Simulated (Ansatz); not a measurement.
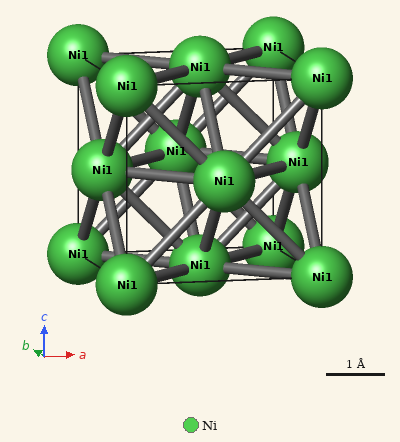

The structure as given in the input (ball-and-stick view of the cell 4 times as large as that of the calculation, set on its symmetry axes, seen slightly off an axis; atoms are numbered from 1 in the order of the input). Near neighbours in the crystal (not all of them lie inside the picture): Ni has 12 Ni at 2.49 Å.

**What a change does: single-point calculation on Ni**

System: Ni (Fm-3m, 1 atom in the cell).
Method of the first run: DFT PBE, scalar-relativistic, plane waves, PAW, spin-polarised (Ansatz 0.2.0).

Text and figures count atoms from 1; the logs count them from 0 in places.

**Input, the first run**
```yaml
crystal:
  lattice:
    - [0.0, 1.7591346696, 1.7591346696]
    - [1.7591346696, 0.0, 1.7591346696]
    - [1.7591346696, 1.7591346696, 0.0]
  atoms:
    - { symbol: Ni, position: [0.0, 0.0, 0.0], spin: 0.75 }
basis:
  ecutwfc: 420
  ecutrho_ratio: 4
kpoints:
  mp_grid: { grid: [20, 20, 20] }
hamiltonian:
  xc: pbe
scf:
  occupations: { method: gaussian, width: 0.05 }
output:
  forces: true
  stress: true
  eigenvalues: true
  populations: true
magnetization:
  spin_polarized: true
```

Hardware: 2 threads of an x86-64 CPU, shared host.

**Output, shortened to warnings, some set-up lines, iterations and results (the first run)**
```
Basis set: ecut = 420 eV, 181 PW (Γ), exchange–correlation on 36×36×36 points (8 copies of the dense FFT grid, shifted against one another)
Symmetry: 48 space group operations
k-points: 256 of 8000
Initial density: superposition of atomic densities (chi_scale 0.1, normalization cell)
[...]
SCF iter   1: F=—  HF=-5839.023723 eV  |F-HF|=—  |Δ(HF+E_count)|=         —  Δρ=9.47e-2 (↑1.24e-2 ↓9.47e-2)  dr2=6.91e-1  dr2_m=1.93e-1  M=0.877 μB ∫|m|=0.937 μB  β_m=0.30  …
SCF iter   2: F=—  HF=-5838.858147 eV  |F-HF|=—  |Δ(HF+E_count)|=   1.66e-1  Δρ=4.69e-2 (↑4.69e-2 ↓3.14e-2)  dr2=3.02e-1  dr2_m=1.05e-2  M=0.727 μB ∫|m|=0.793 μB  β_m=0.26  …
SCF iter   3: F=—  HF=-5839.066665 eV  |F-HF|=—  |Δ(HF+E_count)|=   2.09e-1  Δρ=2.01e-2 (↑2.01e-2 ↓1.10e-2)  dr2=2.53e-2  dr2_m=9.14e-3  M=0.729 μB ∫|m|=0.799 μB  β_m=0.47  …
SCF iter   4: F=—  HF=-5839.558467 eV  |F-HF|=—  |Δ(HF+E_count)|=   4.92e-1  Δρ=2.04e-2 (↑1.29e-2 ↓2.04e-2)  dr2=6.53e-2  dr2_m=2.63e-3  M=0.669 μB ∫|m|=0.750 μB  β_m=0.37  …
SCF iter   5: F=—  HF=-5839.720666 eV  |F-HF|=—  |Δ(HF+E_count)|=   1.62e-1  Δρ=3.11e-3 (↑3.11e-3 ↓2.65e-3)  dr2=2.06e-4  dr2_m=7.21e-4  M=0.647 μB ∫|m|=0.739 μB  β_m=0.46  …
SCF iter   6: F=—  HF=-5839.721945 eV  |F-HF|=—  |Δ(HF+E_count)|=   1.28e-3  Δρ=1.73e-3 (↑3.49e-4 ↓1.73e-3)  dr2=2.01e-4  dr2_m=8.19e-5  M=0.645 μB ∫|m|=0.736 μB  β_m=0.68  …
SCF iter   7: F=—  HF=-5839.722323 eV  |F-HF|=—  |Δ(HF+E_count)|=   3.78e-4  Δρ=1.22e-3 (↑2.24e-4 ↓1.22e-3)  dr2=1.07e-4  dr2_m=3.68e-5  M=0.644 μB ∫|m|=0.736 μB  β_m=0.84  …
SCF iter   8: F=—  HF=-5839.722426 eV  |F-HF|=—  |Δ(HF+E_count)|=   1.03e-4  Δρ=1.29e-4 (↑1.29e-4 ↓8.37e-5)  dr2=1.96e-7  dr2_m=1.12e-6  M=0.643 μB ∫|m|=0.735 μB  β_m=0.92  …
SCF iter   9: F=—  HF=-5839.722426 eV  |F-HF|=—  |Δ(HF+E_count)|=   5.00e-7  Δρ=1.70e-4 (↑7.17e-5 ↓1.70e-4)  dr2=3.67e-6  dr2_m=2.80e-7  M=0.643 μB ∫|m|=0.735 μB  β_m=0.92  …
SCF iter  10: F=—  HF=-5839.722427 eV  |F-HF|=—  |Δ(HF+E_count)|=   8.92e-7  Δρ=2.82e-5 (↑5.64e-6 ↓2.82e-5)  dr2=6.64e-8  dr2_m=1.55e-8  M=0.643 μB ∫|m|=0.735 μB  β_m=0.96  …
SCF iter  11: F=—  HF=-5839.722427 eV  |F-HF|=—  |Δ(HF+E_count)|=   8.39e-9  Δρ=5.81e-6 (↑2.15e-6 ↓5.81e-6)  dr2=3.90e-9  dr2_m=3.69e-10  M=0.643 μB ∫|m|=0.735 μB  β_m=0.98  …
SCF iter  12: F=-5839.722427 eV  HF=-5839.722427 eV  |F-HF|=5.09e-11  |Δ(HF+E_count)|=  1.64e-11  Δρ=6.23e-7 (↑4.07e-7 ↓6.23e-7)  dr2=6.54e-11  dr2_m=1.56e-12  M=0.643 μB …
SCF 1 converged in 12 iterations: F = -5839.722427 eV  dr2 = 6.54e-11
SCF converged after 12 iterations
Magnetization: 0.6430 μB (9.3215 up, 8.6785 down)
Absolute magnetization: 0.7360 μB (∫|ρ↑−ρ↓|, with the PAW one-centre terms)
Spin contamination: 0.0072 ħ² per cell (⟨S²⟩ above its minimum at these occupations)
Per-site moments (μB) at R_I (Å): [(0.6823021923374208, 1.0262142444629765)]
Free energy (F): -5839.722427 eV
Harris-Foulkes:  -5839.722427 eV  (|F-HF|=5.09e-11)
Internal energy: -5839.720339 eV  (E = F + TS)
E sigma→0 (E₀):  -5839.721383 eV
Entropy (-TS):   -0.002088 eV (-2.088 meV/atom)
Fermi energy:    18.178554 eV
--- Per-component energies (eV) ---
  E_band       = -284.648337
  E_kinetic    = 282.066916
  E_local      = -3437.987573  (includes V_loc(G=0)·N_el)
  E_nonlocal   = 635.474749
  E_hartree    = 1435.035601
  E_xc         = -84.800362
  E_vxc        = -109.349901  (∫ρ·V_xc dr)
  E_paw        = -1629.577295  (= ΣΔE_a)
  E_vpaw       = -524.923694  (= ΣTr[D̂ρ^β])
  E_aug_tail   = 0.000585  (compensation charges beyond the density's cutoff)
  E_ewald      = -3039.932960
  E_smearing   = -0.002088  (= −TS)
  E_closure    = 0.000000  (closes the sum)
  Σ components = -5839.722427   (vs F -5839.722427, Δ=0.00e0)
--- Forces (eV/Å), atoms counted from 1 ---
  atom   1  Ni    -0.00000000    -0.00000000    -0.00000000
  max |Σ_I F_I| component: 1.81e-31 eV/Å
--- Stress (GPa, compression-positive) ---
        0.000583      -0.000000      -0.000000
       -0.000000       0.000583       0.000000
       -0.000000      -0.000000       0.000583
  P = ⅓ Tr σ = 0.0006 GPa (0.006 kbar)
--- Löwdin populations: 1 site ---
  site symbol       q [e]    m [muB]
     0     Ni     17.7789     0.6739
  spilling = 0.012285 (of n_electrons = 18.000000)
```

For the second run the input was changed thus:
```diff
-    - [0.0, 1.7591346696, 1.7591346696]
-    - [1.7591346696, 0.0, 1.7591346696]
-    - [1.7591346696, 1.7591346696, 0.0]
+    - [0.0, 1.7576501975, 1.7576501975]
+    - [1.7576501975, 0.0, 1.7576501975]
+    - [1.7576501975, 1.7576501975, 0.0]
```

What does this change do to the results?

With the same functional and potentials, the second run lies 0.04 meV per atom higher. The pressure goes from 0.00 to 0.51 GPa. The volume per atom goes from 10.89 to 10.86 Å³. The SCF takes 11 iterations against 12.

**Output, shortened to warnings, some set-up lines, iterations and results (the second run)**
```
Basis set: ecut = 420 eV, 181 PW (Γ), exchange–correlation on 36×36×36 points (8 copies of the dense FFT grid, shifted against one another)
Symmetry: 48 space group operations
k-points: 256 of 8000
Initial density: superposition of atomic densities (chi_scale 0.1, normalization cell)
[...]
SCF iter   1: F=—  HF=-5839.022556 eV  |F-HF|=—  |Δ(HF+E_count)|=         —  Δρ=9.51e-2 (↑1.26e-2 ↓9.51e-2)  dr2=7.00e-1  dr2_m=1.93e-1  M=0.877 μB ∫|m|=0.937 μB  β_m=0.30  …
SCF iter   2: F=—  HF=-5838.854270 eV  |F-HF|=—  |Δ(HF+E_count)|=   1.68e-1  Δρ=4.68e-2 (↑4.68e-2 ↓3.19e-2)  dr2=3.04e-1  dr2_m=9.96e-3  M=0.725 μB ∫|m|=0.790 μB  β_m=0.26  …
SCF iter   3: F=—  HF=-5839.062878 eV  |F-HF|=—  |Δ(HF+E_count)|=   2.09e-1  Δρ=1.98e-2 (↑1.98e-2 ↓1.11e-2)  dr2=2.54e-2  dr2_m=8.66e-3  M=0.726 μB ∫|m|=0.797 μB  β_m=0.47  …
SCF iter   4: F=—  HF=-5839.553347 eV  |F-HF|=—  |Δ(HF+E_count)|=   4.90e-1  Δρ=2.01e-2 (↑1.31e-2 ↓2.01e-2)  dr2=6.47e-2  dr2_m=2.40e-3  M=0.669 μB ∫|m|=0.750 μB  β_m=0.38  …
SCF iter   5: F=—  HF=-5839.721690 eV  |F-HF|=—  |Δ(HF+E_count)|=   1.68e-1  Δρ=3.31e-3 (↑3.31e-3 ↓2.76e-3)  dr2=2.51e-4  dr2_m=7.79e-4  M=0.646 μB ∫|m|=0.738 μB  β_m=0.46  …
SCF iter   6: F=—  HF=-5839.721905 eV  |F-HF|=—  |Δ(HF+E_count)|=   2.16e-4  Δρ=1.92e-3 (↑4.02e-4 ↓1.92e-3)  dr2=2.17e-4  dr2_m=1.11e-4  M=0.644 μB ∫|m|=0.736 μB  β_m=0.58  …
SCF iter   7: F=—  HF=-5839.722237 eV  |F-HF|=—  |Δ(HF+E_count)|=   3.31e-4  Δρ=1.30e-3 (↑2.71e-4 ↓1.30e-3)  dr2=9.50e-5  dr2_m=5.23e-5  M=0.644 μB ∫|m|=0.735 μB  β_m=0.79  …
SCF iter   8: F=—  HF=-5839.722384 eV  |F-HF|=—  |Δ(HF+E_count)|=   1.48e-4  Δρ=1.09e-4 (↑1.09e-4 ↓3.31e-5)  dr2=5.45e-7  dr2_m=4.67e-7  M=0.643 μB ∫|m|=0.735 μB  β_m=0.90  …
SCF iter   9: F=—  HF=-5839.722385 eV  |F-HF|=—  |Δ(HF+E_count)|=   5.45e-7  Δρ=1.28e-4 (↑5.15e-5 ↓1.28e-4)  dr2=2.02e-6  dr2_m=1.72e-7  M=0.643 μB ∫|m|=0.735 μB  β_m=0.90  …
SCF iter  10: F=—  HF=-5839.722386 eV  |F-HF|=—  |Δ(HF+E_count)|=   6.21e-7  Δρ=1.77e-5 (↑3.22e-6 ↓1.77e-5)  dr2=2.43e-8  dr2_m=6.50e-9  M=0.643 μB ∫|m|=0.735 μB  β_m=0.94  …
SCF iter  11: F=-5839.722386 eV  HF=-5839.722386 eV  |F-HF|=1.79e-9  |Δ(HF+E_count)|=   5.89e-9  Δρ=4.26e-6 (↑1.74e-6 ↓4.26e-6)  dr2=2.32e-9  dr2_m=1.79e-10  M=0.643 μB …
SCF 1 converged in 11 iterations: F = -5839.722386 eV  dr2 = 2.32e-9
SCF converged after 11 iterations
Magnetization: 0.6427 μB (9.3213 up, 8.6787 down)
Absolute magnetization: 0.7353 μB (∫|ρ↑−ρ↓|, with the PAW one-centre terms)
Spin contamination: 0.0072 ħ² per cell (⟨S²⟩ above its minimum at these occupations)
Per-site moments (μB) at R_I (Å): [(0.6818809602344417, 1.0253482582250528)]
Free energy (F): -5839.722386 eV
Harris-Foulkes:  -5839.722386 eV  (|F-HF|=1.79e-9)
Internal energy: -5839.720300 eV  (E = F + TS)
E sigma→0 (E₀):  -5839.721343 eV
Entropy (-TS):   -0.002086 eV (-2.086 meV/atom)
Fermi energy:    18.236420 eV
--- Per-component energies (eV) ---
  E_band       = -283.706121
  E_kinetic    = 282.117047
  E_local      = -3433.799911  (includes V_loc(G=0)·N_el)
  E_nonlocal   = 635.447761
  E_hartree    = 1433.393125
  E_xc         = -84.826667
  E_vxc        = -109.385684  (∫ρ·V_xc dr)
  E_paw        = -1629.551812  (= ΣΔE_a)
  E_vpaw       = -524.875844  (= ΣTr[D̂ρ^β])
  E_aug_tail   = 0.000576  (compensation charges beyond the density's cutoff)
  E_ewald      = -3042.500419
  E_smearing   = -0.002086  (= −TS)
  E_closure    = 0.000000  (closes the sum)
  Σ components = -5839.722386   (vs F -5839.722386, Δ=0.00e0)
--- Forces (eV/Å), atoms counted from 1 ---
  atom   1  Ni    -0.00000000     0.00000000     0.00000000
  max |Σ_I F_I| component: 1.19e-31 eV/Å
--- Stress (GPa, compression-positive) ---
        0.509194      -0.000000      -0.000000
       -0.000000       0.509194      -0.000000
        0.000000       0.000000       0.509194
  P = ⅓ Tr σ = 0.5092 GPa (5.092 kbar)
--- Löwdin populations: 1 site ---
  site symbol       q [e]    m [muB]
     0     Ni     17.7789     0.6735
  spilling = 0.012284 (of n_electrons = 18.000000)
```

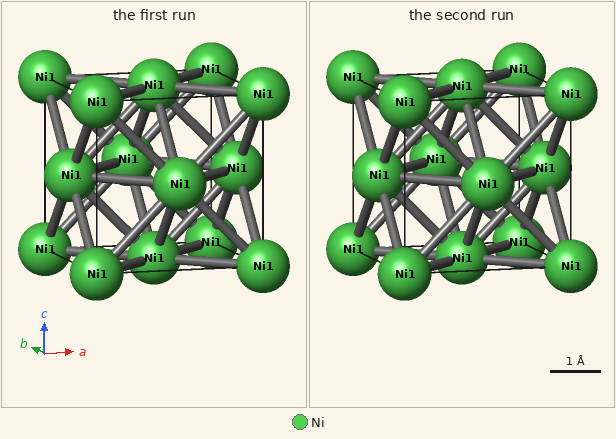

The two input geometries at one scale (ball-and-stick view of the cell 4 times as large as that of the calculation, set on its symmetry axes, seen slightly off an axis). The atoms keep their places relative to the cell (all moves are under 0.005 Å). Cell: a = b = c 3.518 → 3.515 Å (−0.1 %). Volume −0.3 %.

**The two runs side by side**

```tsv
quantity	the first run	the second run
outcome	converged	converged
free energy per atom (eV)	−5839.7224	−5839.7224
energy per atom, smearing taken to zero (eV)	−5839.7214	−5839.7213
gap on the mesh (eV)	0.00	0.00
net moment of the cell (μB)	0.64	0.64
absolute moment of the cell (μB)	0.74	0.74
pressure (GPa)	0.00	0.51
volume per atom (Å³)	10.89	10.86
largest force (eV/Å)	0.000	0.000
SCF iterations	12	11
irreducible k-points	256	256
plane waves at Γ	181	181
wall time (shared host)	7.8 s	7.1 s
```
